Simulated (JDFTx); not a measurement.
## Screening calculation of AlN

The run: screening calculation of AlN (4 atoms in the cell). Method and program: Kohn-Sham DFT of a periodic cell, PBE, PseudoDojo-SR-PBE-0.5-standard, no spin polarisation (JDFTx 1.7.0 (patched build)).

The structure derives from an entry of the Crystallography Open Database.

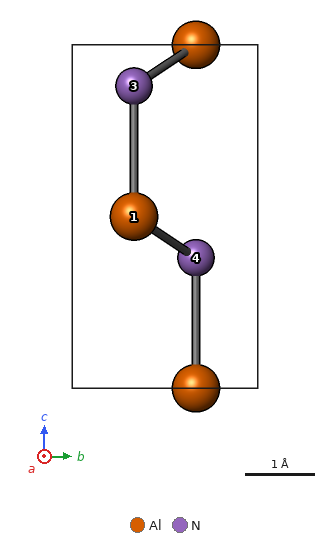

Fig. 1: The structure as given in the input (ball-and-stick view of the cell of the calculation, along the a axis; atoms are numbered from 1 in the order of the input). Near neighbours in the crystal (not all of them lie inside the picture): Al has 4 N at 1.89 Å; N has 4 Al at 1.89 Å.

## Summary

| quantity | value |
| --- | --- |
| outcome | converged |
| space group (tolerance 0.01 Å) | P6₃mc (186) |
| electrons treated | 16 |
| free energy | −662.2758 eV |
| gap on the k-point mesh | 4.22 eV |
| pressure | 3.30 GPa |
| largest force (length of the vector) | 0.148 eV/Å |
| hardware | 1 thread of Arm Neoverse V1, 24 GiB of memory available, shared host |
| wall time | 2.8 min |
| peak memory | 0.21 GiB |

Notes on the run: WARNING: the last solve of the electrons (or of bands or displaced states from it) ended unconverged. Points of doubt noted for this run: coarse mesh. The k-point mesh is coarse for a cell of this size, so the results may not be converged.

## Input
```
lattice \
    5.8827174260    -2.9413587130     0.0000000000 \
    0.0000000000     5.0945827342     0.0000000000 \
    0.0000000000     0.0000000000     9.4127258268
coords-type Lattice
ion Al     0.6666666667     0.3333333333     0.5000000000 1
ion Al     0.3333333333     0.6666666667     0.0000000000 1
ion N      0.6666666667     0.3333333333     0.8800000000 1
ion N      0.3333333333     0.6666666667     0.3800000000 1

ion-species pseudo/Al.upf
ion-species pseudo/N.upf
elec-cutoff 42 336
elec-ex-corr gga-PBE
exchange-regularization None
kpoint-folding 4 4 2
elec-smearing Fermi 0.0018374661
elec-n-bands 32
symmetries none
electronic-SCF nIterations 100 energyDiffThreshold 1e-09
electronic-minimize nIterations 30 energyDiffThreshold 1e-7
converge-empty-states yes
forces-output-coords Cartesian
polarizability Total 4 8
polarizability-kdiff 0.0000000000 0.2500000000 0.0000000000

dump-name run.$VAR
dump End Ecomponents EigStats BandEigs Kpoints Forces Stress
```

Launch command:
```bash
jdftx -c 1 -i AlN.in -o AlN.out
```

## The program's output
```
*************** JDFTx 1.7.0 (patched build) ***************

Input parsed successfully to the following command list (including defaults):
[... the input with its defaults ...]

---------- Initializing the Grid ----------
R =
[      5.88272     -2.94136            0  ]
[            0      5.09458            0  ]
[            0            0      9.41273  ]
unit cell volume = 282.099
G =
[    1.06808   0.616654         -0  ]
[          0    1.23331          0  ]
[          0         -0    0.66752  ]
Minimum fftbox size, Smin = [  52  52  80  ]
Chosen fftbox size, S = [  54  54  80  ]

---------- Initializing tighter grid for wavefunction operations ----------
R =
[      5.88272     -2.94136            0  ]
[            0      5.09458            0  ]
[            0            0      9.41273  ]
unit cell volume = 282.099
G =
[    1.06808   0.616654         -0  ]
[          0    1.23331          0  ]
[          0         -0    0.66752  ]
Minimum fftbox size, Smin = [  36  36  56  ]
Chosen fftbox size, S = [  36  36  56  ]

---------- Exchange Correlation functional ----------
Initalized PBE GGA exchange.
Initalized PBE GGA correlation.

---------- Setting up pseudopotentials ----------
Width of ionic core gaussian charges (only for fluid interactions / plotting) set to 0

Reading pseudopotential file 'pseudo/Al.upf':
  'Al' pseudopotential, 'PBE' functional
  Generated using ONCVPSP code by D. R. Hamann
  3 valence electrons, 2 orbitals, 6 projectors, 1001 radial grid points, with lMax = 2
    3S    l: 0   occupation:  2.0   eigenvalue: -0.284914
    3P    l: 1   occupation:  1.0   eigenvalue: -0.099668
  Core radius for overlap checks: 1.74 bohrs.

Reading pseudopotential file 'pseudo/N.upf':
  'N' pseudopotential, 'PBE' functional
  Generated using ONCVPSP code by D. R. Hamann
  5 valence electrons, 2 orbitals, 4 projectors, 1001 radial grid points, with lMax = 1
    2S    l: 0   occupation:  2.0   eigenvalue: -0.682907
    2P    l: 1   occupation:  3.0   eigenvalue: -0.260548
  Core radius for overlap checks: 1.31 bohrs.

Initialized 2 species with 4 total atoms.

Folded 1 k-points by 4x4x2 to 32 k-points.

---------- Setting up k-points, bands, fillings ----------
No reducable k-points.
Computing the number of bands and number of electrons
Calculating initial fillings.
nElectrons:  16.000000   nBands: 32   nStates: 32

----- Setting up reduced wavefunction bases (one per k-point) -----
average nbasis = 3669.969 , ideal nbasis = 3667.499

----- Initializing Supercell corresponding to k-point mesh -----
Lattice vector linear combinations in supercell:
[   4   0   0  ]
[   0   4   0  ]
[   0   0   2  ]
Supercell lattice vectors:
[  23.5309  -11.7654  0  ]
[  0  20.3783  0  ]
[  0  0  18.8255  ]

-------- Setting up exchange kernel --------
3D periodic kernel with unmodified G=0.

---------- Setting up ewald sum ----------
Optimum gaussian width for ewald sums = 2.076670 bohr.
Real space sum over 1089 unit cells with max indices [  5  5  4  ]
Reciprocal space sum over 2873 terms with max indices [  6  6  8  ]

---------- Allocating electronic variables ----------
Initializing wave functions:  linear combination of atomic orbitals
Note: number of bands (32) exceeds available atomic orbitals (16)
Al pseudo-atom occupations:   s ( 2 )  p ( 1 )
N pseudo-atom occupations:   s ( 2 )  p ( 3 )
	FillingsUpdate:  mu: +0.475008752  nElectrons: 16.000000
LCAOMinimize: Iter:   0  F: -23.9480847592465373  |grad|_K:  6.858e-03  alpha:  1.000e+00
	FillingsUpdate:  mu: +0.366282299  nElectrons: 16.000000
LCAOMinimize: Iter:   1  F: -24.2560315663591908  |grad|_K:  5.310e-05  alpha:  3.868e-01  linmin:  8.864e-02  cgtest: -3.482e-01
	FillingsUpdate:  mu: +0.365906442  nElectrons: 16.000000
[... 4 lines of inner loops ...]
LCAOMinimize: Iter:   4  F: -24.2560758433652097  |grad|_K:  1.060e-06  alpha:  5.587e-01  linmin:  4.156e-05  cgtest: -4.416e-04
	FillingsUpdate:  mu: +0.366326797  nElectrons: 16.000000
LCAOMinimize: Iter:   5  F: -24.2560758528323959  |grad|_K:  2.061e-07  alpha:  5.145e-01  linmin:  3.015e-05  cgtest:  7.258e-04
LCAOMinimize: Converged (|Delta F|<1.000000e-06 for 2 iters).

-------- Electronic minimization -----------
Will mix electronic density at each iteration.
	FillingsUpdate:  mu: +0.366326797  nElectrons: 16.000000
	FillingsUpdate:  mu: +0.360584271  nElectrons: 16.000000
SCF: Cycle:  0   F: -24.335816218457467   dF: -7.974e-02   |Residual|: 7.239e-02   |deigs|: 7.612e-01
	FillingsUpdate:  mu: +0.300000000  nElectrons: 16.000000
SCF: Cycle:  1   F: -24.338108376679539   dF: -2.292e-03   |Residual|: 3.037e-02   |deigs|: 1.350e-02
	FillingsUpdate:  mu: +0.300000000  nElectrons: 16.000000
SCF: Cycle:  2   F: -24.338173494208203   dF: -6.512e-05   |Residual|: 1.282e-02   |deigs|: 2.947e-03
	FillingsUpdate:  mu: +0.300000000  nElectrons: 16.000000
SCF: Cycle:  3   F: -24.338186653337878   dF: -1.316e-05   |Residual|: 1.685e-03   |deigs|: 9.987e-04
	FillingsUpdate:  mu: +0.300000000  nElectrons: 16.000000
SCF: Cycle:  4   F: -24.338187330487703   dF: -6.771e-07   |Residual|: 3.042e-04   |deigs|: 2.114e-04
	FillingsUpdate:  mu: +0.300000000  nElectrons: 16.000000
SCF: Cycle:  5   F: -24.338187387348654   dF: -5.686e-08   |Residual|: 7.851e-05   |deigs|: 1.133e-04
	FillingsUpdate:  mu: +0.300000000  nElectrons: 16.000000
SCF: Cycle:  6   F: -24.338187395748466   dF: -8.400e-09   |Residual|: 1.722e-05   |deigs|: 9.183e-05
	FillingsUpdate:  mu: +0.300000000  nElectrons: 16.000000
SCF: Cycle:  7   F: -24.338187397480759   dF: -1.732e-09   |Residual|: 6.276e-06   |deigs|: 8.132e-05
	FillingsUpdate:  mu: +0.300000000  nElectrons: 16.000000
SCF: Cycle:  8   F: -24.338187397960311   dF: -4.796e-10   |Residual|: 2.466e-06   |deigs|: 1.194e-04
	FillingsUpdate:  mu: +0.300000000  nElectrons: 16.000000
SCF: Cycle:  9   F: -24.338187398080176   dF: -1.199e-10   |Residual|: 9.721e-07   |deigs|: 8.936e-05
SCF: Converged (|Delta E|<1.000000e-09 for 2 iters).

Setting wave functions to eigenvectors of Hamiltonian
Converging empty states (this may take a while):
EmptyStates: None of the convergence criteria satisfied.
|deigs|: 1.297e-03

# Stress tensor in Cartesian coordinates [Eh/a0^3]:
[ -9.76984e-05  1.34468e-10 -1.27776e-10  ]
[  1.34468e-10 -9.76986e-05 -9.56462e-12  ]
[ -1.27776e-10 -9.56462e-12 -0.000141526  ]

# Ionic positions in lattice coordinates:
ion Al   0.666666666700000   0.333333333300000   0.500000000000000 1
ion Al   0.333333333300000   0.666666666700000   0.000000000000000 1
ion N   0.666666666700000   0.333333333300000   0.880000000000000 1
ion N   0.333333333300000   0.666666666700000   0.380000000000000 1

# Forces in Cartesian coordinates:
force Al   0.000000005178135   0.000000020224379  -0.002873832970099 1
force Al  -0.000000003831044  -0.000000002111153  -0.002873862530746 1
force N  -0.000000051674689   0.000000117376365   0.002873485569660 1
force N   0.000000101584047  -0.000000148793797   0.002873511671855 1

# Energy components:
   Eewald =      -21.7432241418276639
       EH =        5.6955591036312523
     Eloc =      -16.0786742715115487
      Enl =       -1.3497824470005180
      Exc =       -8.5000642264186848
 Exc_core =        1.2492274786778930
       KE =       16.3887711063713439
-------------------------------------
     Etot =      -24.3381873980779275
       TS =        0.0000000000022488
-------------------------------------
        F =      -24.3381873980801764

IonicMinimize: Iter:   0  F: -24.338187398080176  |grad|_K:  1.659e-03
IonicMinimize: None of the convergence criteria satisfied after 0 iterations.

#--- Lowdin population analysis ---
# oxidation-state Al +1.089 +1.089
# oxidation-state N -1.025 -1.025

Dumping 'run.eigStats' ...
	eMin: -0.295057 at state 0 ( [ +0.000000 +0.000000 +0.000000 ] spin 0 )
	HOMO: +0.261591 at state 0 ( [ +0.000000 +0.000000 +0.000000 ] spin 0 )
	mu  : +0.300000
	LUMO: +0.416566 at state 0 ( [ +0.000000 +0.000000 +0.000000 ] spin 0 )
	eMax: +1.506211 at state 1 ( [ +0.000000 +0.000000 +0.500000 ] spin 0 )
	HOMO-LUMO gap: +0.154975
	Optical gap  : +0.154975 at state 0 ( [ +0.000000 +0.000000 +0.000000 ] spin 0 )
Dumping polarizability matrix:
	Setting up reduced basis at Ecut=4: nbasis = 109 for k = [   0.000   0.250   0.000  ]
	Computing NonInteracting polarizability in plane-wave basis
	Clearing orthogonal wavefunctions (C) to free memory.
	Applying Coulomb kernel
	Forming Coulomb matrix
	Applying Exchange-Correlation kernel
	Forming Exchange-Correlation matrix
	Computing External and Total polarizability matrices in PW basis
	Dumping 'run.epsInvEigs' ... Done.
	head(epsInv): 0.268478   1/head(epsInv): 3.7247
	Computing transformation matrix from PW to Total polarizability eigen-basis
	Transforming output quantities to Total polarizability eigen-basis
	Dumping 'run.pol_*' ... Done.
WARNING: the last solve of the electrons (or of bands or displaced states from it) ended unconverged.
Done!
```

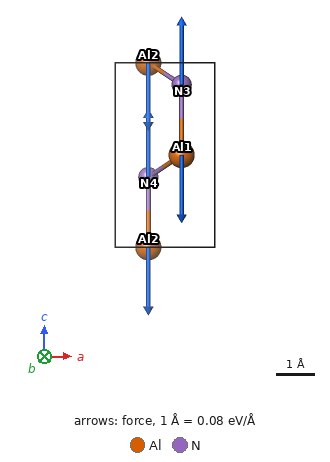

Fig. 2: Forces on the atoms as blue arrows (ball-and-stick view of the cell of the calculation, along the b axis; atoms are numbered from 1 in the order of the input). The largest act on Al1, Al2 (0.15 eV/Å); N3, N4 (0.15 eV/Å). 
